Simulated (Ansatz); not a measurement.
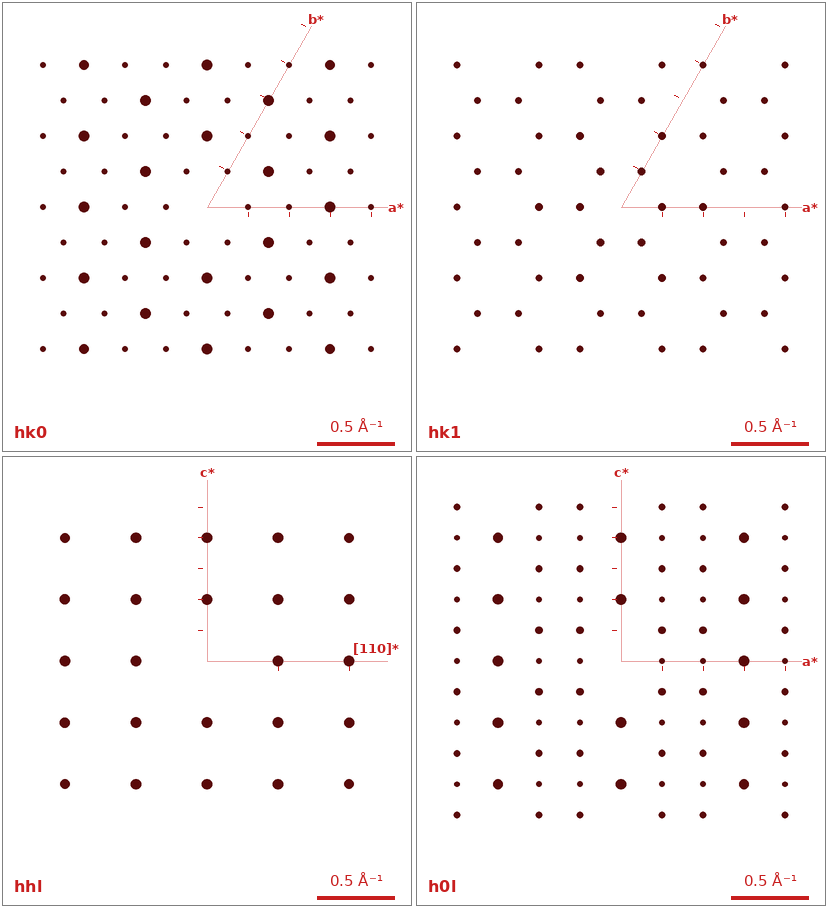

Simulated precession-type sections (neutrons; kinematic intensities, B = 0.5 Å²). The ticks mark integer indices of the conventional cell.

The compound is Pt. Structure: the end point of a relaxation with Ansatz, DFT PBEsol, scalar-relativistic, plane waves, PAW; the starting structure was generated, so it need not be a known form of this composition.

Read the reciprocal cell and give the direct cell.

Answer. a* = 0.268, b* = 0.268, c* = 0.202 Å⁻¹, γ* = 60°; the cell is hexagonal with a = 4.30 Å, c = 4.96 Å (hexagonal axes).

List the systematic absences.

Answer. Reflections are present only under these conditions. hkl: no condition; hk0: no condition; h0l: no condition; hhl: l = 2n; 00l: l = 2n. The lattice is primitive (P). Further gaps, such as 0 3 1, 3 0 1, 3 0 3, come from atoms on special positions, not from the group's general conditions.

Which space groups fit?

Answer. The intensities have Laue symmetry 6/mmm (the hk0 layer shows 6mm, hk1 shows 6mm). With these conditions the candidates are P6_3mc (No. 186), P-62c (No. 190), P6_3/mmc (No. 194). Diffraction geometry alone does not choose among them; the structure has P6_3/mmc.
